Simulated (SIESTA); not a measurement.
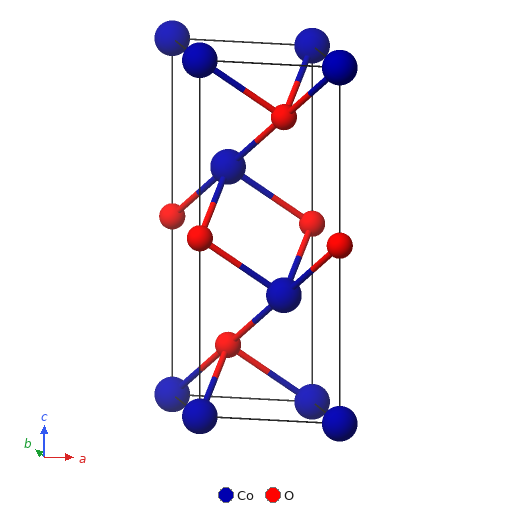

System: CoO, space group R-3m (No. 166). The picture shows the conventional cell.

Structure:
```
CELL_PARAMETERS angstrom
1.50547 0.86918 2.43993
-1.50547 0.86918 2.43993
0.00000 -1.73837 2.43993
ATOMIC_POSITIONS crystal
Co 0.00000 0.00000 0.00000
O 0.50000 0.50000 0.50000
```

How it was computed, with SIESTA 5.4.2: DFT in numerical atomic orbitals with pseudopotentials, collinear spins; energies at scaled volumes of the given cell, shape and fractions fixed, counted from the fit's minimum, third-order Birch-Murnaghan fit. Level: PBEsol, collinear spin.

```
         setting                                                                     value
          k mesh                                                                     8×8×8
     occupations                                                               Fermi–Dirac
  smearing width                                                                   0.05 eV
      potentials  PseudoDojo 0.4 standard, converted to PSML, two zetas on semicore shells
program settings                                             basis DZP, mesh cutoff 800 Ry
```

Describe the result: the energy and pressure against volume. The volume takes the values 9.00, 9.20, 9.39, 9.58, 9.77, 9.96, 10.15 Å³/atom.

A third-order Birch–Murnaghan fit gives V0 = 9.12 Å³/atom, B0 = 186 GPa and B′ = 3.1. The energy is 0.91 meV/atom at volume 9.00 Å³/atom and 58.46 meV/atom at 10.15 Å³/atom; the lowest computed point is at volume 9.20 Å³/atom (0.26 meV/atom), in a single well. The pressure falls from 2.86 GPa at volume 9.00 Å³/atom to −16.76 GPa at 10.15 Å³/atom, and changes sign near 9.13 Å³/atom.

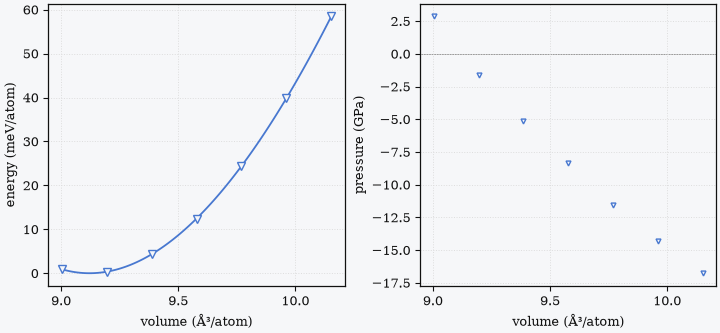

Caveats: mulliken charges of long orbitals; short basis over semicore shells; shape and atomic fractions are frozen while scaling, which makes layered, chain and framework solids too stiff.
